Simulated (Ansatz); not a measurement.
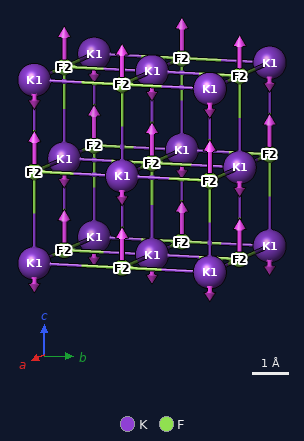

The lowest optical mode of crystalline KF relaxed at 1 GPa, space group Fm-3m (No. 225), at the zone centre. Displacements are drawn as pink arrows; their common scale and sign are arbitrary. A ball-and-stick model of the conventional cell (4 times the calculation's cell), seen slightly off an axis. Lengths and directions refer to the drawn axes.

Theory: Ansatz, DFT PBEsol, scalar-relativistic, plane waves, PAW. Set-up: plane-wave cutoff 420 eV; k-point mesh 8 × 8 × 8; occupations fixed; target pressure 1 GPa; no spin polarisation.

Frequencies are those without the non-analytic (LO–TO) term.

> Is this crystal at a minimum with respect to the drawn distortion?

Yes: this softest mode has a real frequency, and so have all others here. That speaks for this wave vector alone: the rest of the zone wasn't checked in this run. This is the T₁u mode (triply degenerate; one member of the set is drawn) at 23.9 meV, the only optical level, infrared-active by symmetry. The F sublattice moves against the K sublattice, along c; it stretches the shortest F–K bonds (2.63 Å); the kinetic energy is shared as F 67 %, K 33 %. Its infrared intensity is 7.1 (D/Å)²/amu for the set. The value is the transverse one; the longitudinal partner lies at 325 cm⁻¹.
